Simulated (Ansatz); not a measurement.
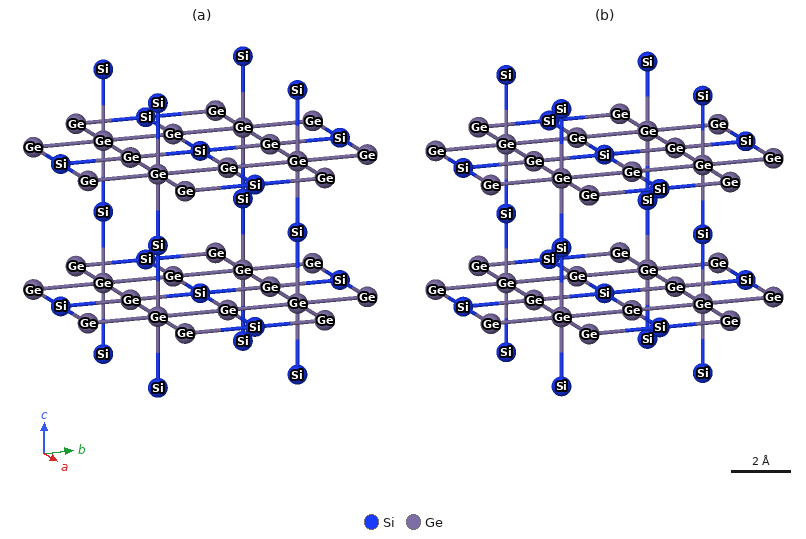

The structure of solid Si₂Ge₃ (a generated structure, set up in P4/mmm) before (left) and after (right) a relaxation, at one scale.

Style: ball-and-stick. Shown: the cell of the calculation, slightly off an axis.

All numbers below come from DFT PBE, scalar-relativistic, plane waves, PAW (Ansatz 0.2.0).

The input:
```yaml
crystal:
  lattice:
    - [5.096064311, 0.0, 0.0]
    - [0.0, 5.096064311, 0.0]
    - [0.0, 0.0, 4.9848421104]
  atoms:
    - { symbol: Si, position: [0.0, 0.0, 0.5] }
    - { symbol: Si, position: [0.5, 0.5, 0.0] }
    - { symbol: Ge, position: [0.0, 0.0, 0.0] }
    - { symbol: Ge, position: [0.0, 0.5, 0.0] }
    - { symbol: Ge, position: [0.5, 0.0, 0.0] }
basis:
  ecutwfc: 420
kpoints:
  mp_grid: { grid: [8, 8, 8] }
hamiltonian:
  xc: pbe
scf:
  occupations: { method: gaussian, width: 0.1 }
output:
  forces: true
  stress: true
  eigenvalues: true
  write_density: true
  write_potential: true
  elf: true
  volumetric_format: npy
relax:
  adjacent_minimum: "off"
  f_tol: 0.01
  max_steps: 80
  cell: { stress_tol: 0.05 }
```

Run as
```bash
ansatz run input.yaml --threads 1 --pin off --max-ram 2048MiB --backend cpu --events-out ev --progress --plain --runs-dir out
```

**Describe what moved and what it gained.**

Over 3 accepted moves (4 points after the start) the energy falls by 8.0 meV per atom. All forces vanish by symmetry, so only the cell relaxes. The pressure goes from 0.11 to 0.00 GPa. At 1 point the geometry stayed and the basis and grid were re-selected for the new cell (energy shift of less than 0.05 meV per atom at most each time). No atom moves by more than 0.005 Å relative to the cell. The drawn cell changes as follows: a = b 5.096 → 5.155 Å (+1.2 %), c 4.985 → 4.858 Å (−2.5 %); the volume changes by −0.3 %. Some distances before and after: Si1–Ge3 2.492 → 2.429 Å, Si2–Ge4 2.548 → 2.578 Å, Ge3–Ge4 2.548 → 2.578 Å. The space group stays P4/mmm (No. 123).
